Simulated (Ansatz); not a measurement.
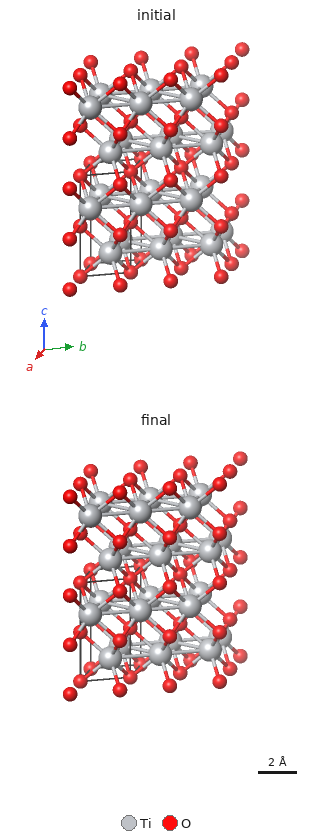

The structure of a crystal of TiO (set up in P6_3/mmc) before (top) and after (bottom) a relaxation, at one scale.

The picture is a ball-and-stick view of the cell of the calculation, repeated 2 × 3 × 2 with one cell outlined, seen slightly off an axis.

Case: relaxed functional: PBEsol.

These are results of DFT PBEsol, scalar-relativistic, plane waves, PAW in Ansatz 0.2.0, not measurements.

Input file:
```yaml
crystal:
  lattice:
    - [2.8516080131, 0.0, 0.0]
    - [-1.4258040066, 2.469564981, 0.0]
    - [0.0, 0.0, 5.567503]
  atoms:
    - { symbol: Ti, position: [0.3333333333, 0.6666666667, 0.25] }
    - { symbol: Ti, position: [0.6666666667, 0.3333333333, 0.75] }
    - { symbol: O, position: [0.0, 0.0, 0.0] }
    - { symbol: O, position: [0.0, 0.0, 0.5] }
basis:
  ecutwfc: 420
kpoints:
  mp_grid: { grid: [18, 18, 8] }
hamiltonian:
  xc: pbesol
scf:
  occupations: { method: gaussian, width: 0.1 }
output:
  forces: true
  stress: true
  eigenvalues: true
relax:
  adjacent_minimum: "off"
  f_tol: 0.01
  max_steps: 60
  cell: { stress_tol: 0.05 }
```

Run as
```bash
ansatz run input.yaml --threads 1 --pin off --max-ram 2560MiB --backend cpu --events-out ev --progress --plain --runs-dir out
```

> Summarise the run.

The atoms keep their places relative to the cell (all moves are under 0.005 Å). The drawn cell changes as follows: a = b 2.852 → 2.819 Å (−1.2 %), c 5.568 → 5.456 Å (−2.0 %); the volume changes by −4.2 %. Near-neighbour distances that change, for instance: Ti1–Ti2 3.234 → 3.177 Å, Ti1–Ti1 2.852 → 2.819 Å, Ti1–O3 2.156 → 2.123 Å. The space group stays P6_3/mmc (No. 194). Over 4 accepted moves (6 points after the start) the energy falls by 14.0 meV per atom. All forces vanish by symmetry, so only the cell relaxes. Pressure: −10.00 GPa at the start and 0.00 GPa at the end. The SCF was repeated twice at an unchanged geometry on a basis and grid sized afresh for the cell, which shifted the energy by 1.4 meV per atom at most.
